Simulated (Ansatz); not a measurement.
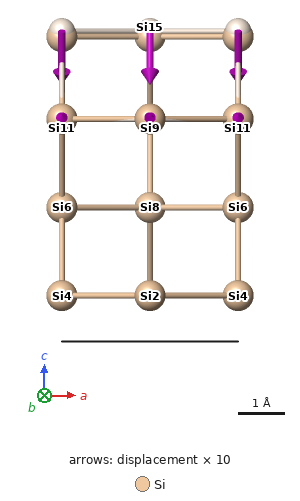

This is a constrained relaxation of a slab of composition Si (cut from the Fd-3m phase). The starting structure is drawn faded, the final one solid; purple arrows show the displacements, magnified 10 times.

Style: ball-and-stick. Shown: the cell of the calculation, outlined in the plane, without the vacuum, along the b axis.

Case: lower part held, upper part relaxed from the bulk's places. The slab is the (1 1 0) face of Si. 8 atoms are held fixed.

These are results of Ansatz, DFT PBEsol, scalar-relativistic, plane waves, PAW, not measurements.

Input
```yaml
crystal:
  lattice:
    - [3.8417168286, 0.0, 0.0]
    - [0.0, 10.8660160835, 0.0]
    - [0.0, 0.0, 20.7625752429]
  atoms:
    - { symbol: Si, position: [0.5, 0.5, 0.3612268667] }
    - { symbol: Si, position: [0.5, 0.0, 0.3612268667] }
    - { symbol: Si, position: [0.0, 0.625, 0.3612268667] }
    - { symbol: Si, position: [0.0, 0.125, 0.3612268667] }
    - { symbol: Si, position: [0.0, 0.75, 0.4537422889] }
    - { symbol: Si, position: [0.0, 0.25, 0.4537422889] }
    - { symbol: Si, position: [0.5, 0.875, 0.4537422889] }
    - { symbol: Si, position: [0.5, 0.375, 0.4537422889] }
    - { symbol: Si, position: [0.5, 0.0, 0.5462577111] }
    - { symbol: Si, position: [0.5, 0.5, 0.5462577111] }
    - { symbol: Si, position: [0.0, 0.125, 0.5462577111] }
    - { symbol: Si, position: [0.0, 0.625, 0.5462577111] }
    - { symbol: Si, position: [0.0, 0.25, 0.6387731333] }
    - { symbol: Si, position: [0.0, 0.75, 0.6387731333] }
    - { symbol: Si, position: [0.5, 0.375, 0.6387731333] }
    - { symbol: Si, position: [0.5, 0.875, 0.6387731333] }
basis:
  ecutwfc: 420
kpoints:
  mp_grid: { grid: [9, 4, 1] }
hamiltonian:
  xc: pbesol
scf:
  occupations: { method: gaussian, width: 0.05 }
output:
  forces: true
  eigenvalues: true
  write_density: true
  write_potential: true
  elf: true
  volumetric_format: npy
relax:
  adjacent_minimum: "off"
  f_tol: 0.02
  max_steps: 90
  constraints: [{ sites: [0, 1, 2, 3, 4, 5, 6, 7] }]
efield:
  axis: 3
  dipole_correction: true
  ramp_width: 0.04
```

Launched with:
```bash
ansatz run input.yaml --threads 2 --pin off --max-ram 5120MiB --backend cpu --events-out ev --progress --plain --runs-dir out
```

### What did the optimiser do to the structure, and how much energy did it gain?

The energy falls by 0.116 eV per cell of the calculation in 3 geometry steps. Largest force component: 0.43 eV/Å at the start, 0.01 eV/Å at the end. The largest moves, 0.13 Å, are those of Si13, Si14, Si15 and Si16. Si15 goes at 27° to the normal (−c side). The cell doesn't change. Among the contacts that change: Si13–Si15 2.353 → 2.286 Å, Si10–Si15 2.353 → 2.300 Å, Si10–Si12 2.353 → 2.328 Å, Si5–Si12 2.353 → 2.373 Å. Among the angles between lasting bonds that change: Si15–Si13–Si15 109.5° → 114.3°, Si8–Si10–Si15 109.5° → 105.7°. Cost: 4.5 min on 2 threads of Intel(R) Xeon(R) Processor @ 2.50GHz (Skylake/Cascade Lake) (shared host), peak memory 1.2 GiB.
